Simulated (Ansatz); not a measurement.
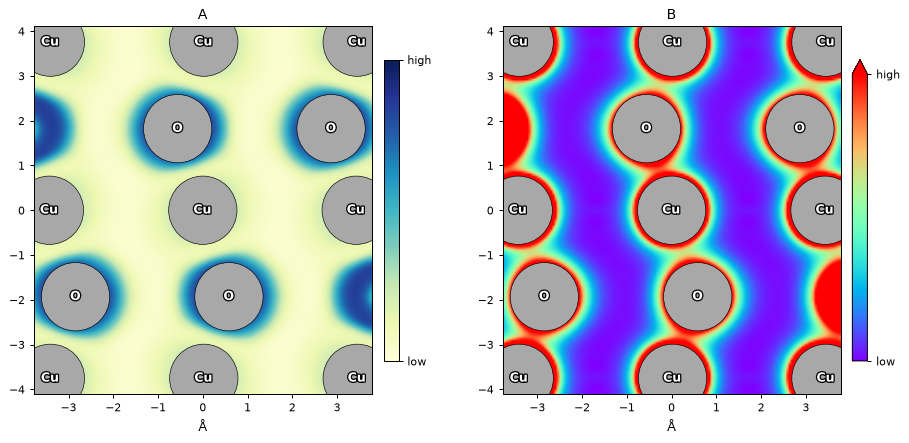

CuO: 2 fields on the (101) plane of the conventional cell, with unlabelled colour scales. Grey discs cover the atomic cores.

Space group Cc; not relaxed (largest force 0.7 eV/Å); computed without spin polarisation.

Computed with DFT, HSE06, PAW, plane waves, scalar-relativistic (Ansatz).

```
CELL_PARAMETERS angstrom
4.68930 0.00000 0.00000
0.00000 3.42680 0.00000
-0.86055 0.00000 5.05944
ATOMIC_POSITIONS crystal
Cu 0.25000 0.24680 0.00000
Cu 0.75000 0.74680 0.00000
Cu 0.25000 0.75320 0.50000
Cu 0.75000 0.25320 0.50000
O 0.48850 0.91710 0.25370
O 0.98850 0.41710 0.25370
O 0.48850 0.08290 0.75370
O 0.98850 0.58290 0.75370
```

**Match the panels to the quantities (electron localisation function and valence pseudo-density).**

Panel A: electron localisation function. Panel B: valence pseudo-density. From the grid: Cu–O (1.91 Å): ρ at the midpoint is about 0.72 e/Å³; the ELF peaks at about 0.80 in the valence shell of O, 0.6 Å from its nucleus, and is about 0.20 at the midpoint (no localised pair shows between them). Cu–O (2.02 Å): ρ is about 0.55 e/Å³ halfway; the ELF peaks at about 0.85 in the valence shell of O, 0.6 Å from its nucleus, and is about 0.20 at the midpoint; no localised pair shows between them.
